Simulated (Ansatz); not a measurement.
System: SnO2.

Space group P4_2/mnm; the calculation finds a residual pressure of about 11 GPa at this fixed cell.

```
Sn O
1.0
     4.73800    0.00000    0.00000
     0.00000    4.73800    0.00000
     0.00000    0.00000    3.18650
Sn O
2 4
Direct
  0.00000 0.00000 0.00000
  0.50000 0.50000 0.50000
  0.30710 0.30710 0.00000
  0.19290 0.80710 0.50000
  0.69290 0.69290 0.00000
  0.80710 0.19290 0.50000
```

These are results of DFT PBE, scalar-relativistic, plane waves, PAW in Ansatz, not measurements.

> What will a map of ρ − Σ ρ(atoms) show?

O–Sn (2.05 Å): Δρ is +0.03 e/Å³ at the midpoint (close to a masked core, so read it with care).
- Sn–Sn (3.19 Å): Δρ is −0.04 e/Å³ at the midpoint.
- Over the whole cell, outside the masked cores, the largest gain lies at the edge of the masked core of O, and the largest loss lies at the edge of the masked core of Sn.
- In all about 0.34 e an atom is rearranged against the free atoms.
- Bader charges: Sn +2.51 and O −1.25 e.

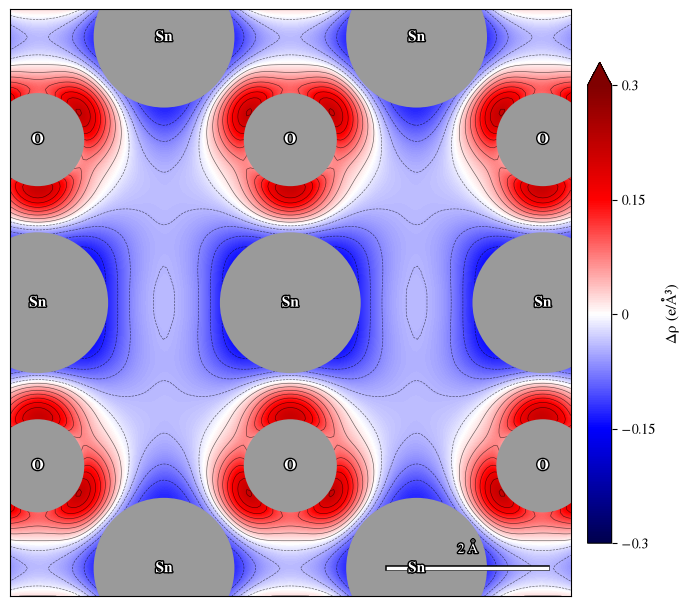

Computed deformation density: a map on the (11̄0) plane of the conventional cell, with grey discs over the atomic cores.

Cores are masked to 0.9 Å (Sn) and 0.6 Å (O).

In a PAW calculation such maps are meaningful between the atoms, not at the nuclei.
